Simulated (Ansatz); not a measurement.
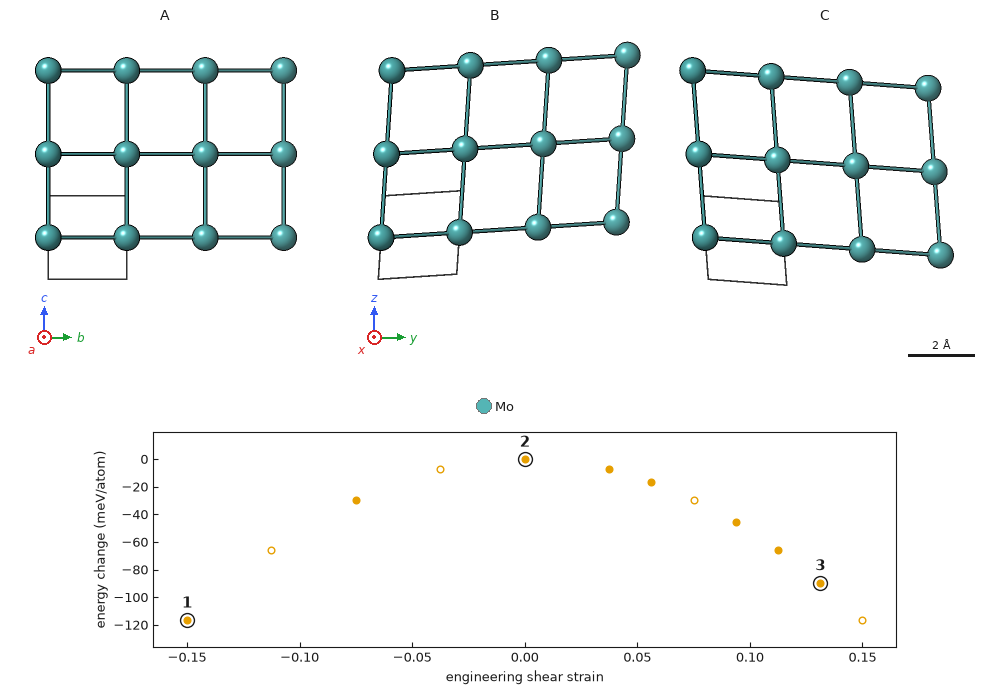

A scan of a crystal of Mo (P6/mmm): the cell is strained in shear in the yz plane, with the atoms kept at their fractional coordinates. x, y and z are the Cartesian axes of the input. The frames are shuffled; the numbered points of the plot belong to them. Hollow markers are points alike by symmetry, not computed again. Style: ball-and-stick. Shown: the cell of the calculation, repeated 3 × 3 × 3 with one cell outlined, along the a axis.

The calculation used DFT r2SCAN, scalar-relativistic, plane waves, PAW in Ansatz. Settings: plane-wave cutoff 500 eV; k-point mesh 24 × 24 × 24; occupations gaussian; smearing width 0.15 eV; no spin polarisation. Energies (free energies at the smearing named) are counted from the relaxed crystal.

**Match the frames to the points.**

Point 1 is frame C (the strain −0.15, −116.4 meV/atom); 2 is frame A (the strain 0.00, 0.0 meV/atom); 3 is frame B (the strain 0.1312, −89.5 meV/atom). Of the computed points the lowest is at the strain −0.15 and 0.15 (by symmetry), −116.4 meV/atom. A local maximum lies at 0.00 (0.0 meV/atom). The energy is still falling at the end of the range, so the minimum along this coordinate lies there or beyond. At the ends of the scan the energy is −116.4 meV/atom (−0.15) and −116.4 meV/atom (0.15). The distortion takes the space group from P6/mmm to C2/m. At the strain −0.15 the cell of the drawing goes b 2.749 → 2.755 Å, c 2.534 → 2.541 Å, α 90.0° → 97.4°, γ 120.0° → 119.9°.
